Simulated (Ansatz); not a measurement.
System: Ga.

The calculation's input:

```
crystal:
  lattice:
    - [0.0, 2.118343422, 2.118343422]
    - [2.118343422, 0.0, 2.118343422]
    - [2.118343422, 2.118343422, 0.0]
  atoms:
    - { symbol: Ga, position: [0.0, 0.0, 0.0] }
basis:
  ecutwfc: 420
kpoints:
  mp_grid: { grid: [18, 18, 18] }
hamiltonian:
  xc: pbe
scf:
  occupations: { method: gaussian, width: 0.1 }
output:
  forces: true
  stress: true
  eigenvalues: true
  write_density: true
  write_potential: true
  elf: true
  volumetric_format: npy
relax:
  adjacent_minimum: "off"
  f_tol: 0.01
  max_steps: 60
  cell: { stress_tol: 0.1 }
```

Launched as:

```sh
ansatz run input.yaml --threads 1 --pin off --max-ram 2560MiB --backend cpu --events-out ev --progress --plain --runs-dir out
```

Below, planes, directions and counts refer to the conventional cell (a = 4.24 Å, b = 4.24 Å, c = 4.24 Å, α = 90.00°, β = 90.00°, γ = 90.00°).

The fields are those of the relaxed geometry.

Space group Fm-3m; a structure from a database of computed crystals, not necessarily the ambient phase; computed without spin polarisation.

Computed with DFT PBE, scalar-relativistic, plane waves, PAW in Ansatz.

Predict the valence pseudo-density and electron localisation function between the atoms.

Answer. Ga–Ga (3.00 Å): the density is about 0.17 e/Å³ at the midpoint; the ELF is about 0.30 at the midpoint; no localised pair shows between them.

Metal or insulator at this level of theory?

Answer. It is metallic or semimetallic at this level of theory: no gap opens.

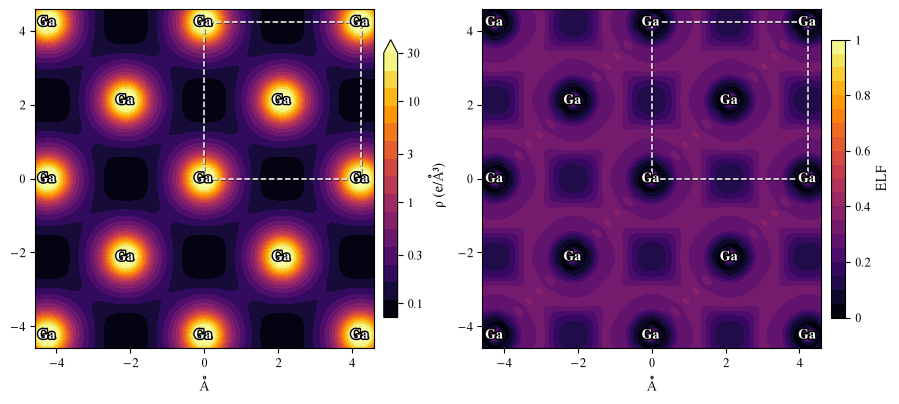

Computed valence pseudo-density and electron localisation function on the (100) plane of the conventional cell, in this order. 
